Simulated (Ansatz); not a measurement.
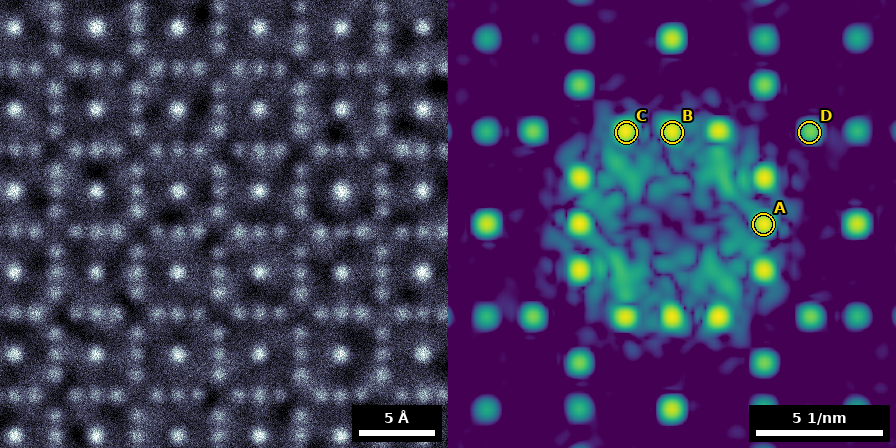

Z-contrast image of Ge (Pm-3n, No. 223) along [001]. The image is simulated as a sum over atoms of Z^1.8, blurred by a 0.83 Å probe (no channelling). The probe carries 15 % of its weight in a tail 2.5 times as wide. The display is stretched by a gamma of 0.8; percentages refer to the linear signal. Shot noise and the speckle of an amorphous layer were added. Structure: the geometry relaxed with DFT, RPBE, plane waves (420 eV) with PAW, scalar-relativistic in Ansatz 0.2.0; the starting structure was generated, so it need not be a known form of this composition.

The right panel is the modulus of the image's Fourier transform on a logarithmic scale.

a = 5.467 Å, b = 5.467 Å, c = 5.467 Å, α = 90.00°, β = 90.00°, γ = 90.00°

Q: Index the marked spots and give their plane spacings (the zone axis points at the viewer; indices equivalent by symmetry, or all signs reversed, are as good).

A: (020), d = 2.73 Å; B: (-2 0 0), d = 2.73 Å; C: (-2 -1 0), d = 2.45 Å; D: (-2 3 0), d = 1.52 Å. A and B enclose 90°, and every spot obeys the zone law hu + kv + lw = 0 for [001].
